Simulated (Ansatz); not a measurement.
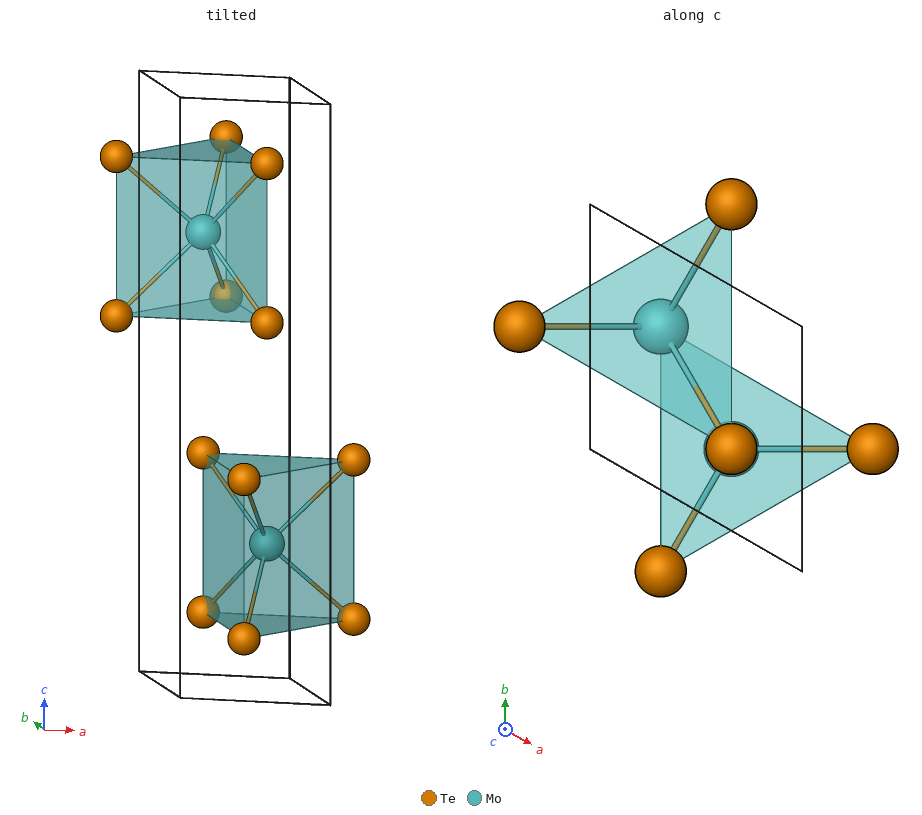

The image is a polyhedral drawing of a crystal, viewed slightly off an axis and along the c axis. The frame is the unit cell; atoms at its boundary are shown with their periodic copies. Some neighbours outside the box are added.

Te$_{2}$Mo, a = 3.50 Å, b = 3.50 Å, c = 13.70 Å, α = 90.00°, β = 90.00°, γ = 120.00°.

Results below were computed with Ansatz 0.2.0, DFT PBE+D3(BJ), spin-orbit coupling, plane waves, PAW; the settings were a kinetic-energy cutoff of 420 eV, a 9×9×2 sampling of the Brillouin zone, Gaussian smearing of 0.02 eV, no moments seeded, so the run stays non-magnetic, spinor wavefunctions.

Question: How large a gap does the method give, if there is one?

Answer: A semiconductor at this level, with a gap of 0.66 eV on the k-mesh (the true edges may lie between mesh points, so the gap can be somewhat smaller).

Its origin is a structure listed in the Materials Project. Earlier steps of the study may have refined or changed the cell and positions. It was the input of a calculation with Ansatz.
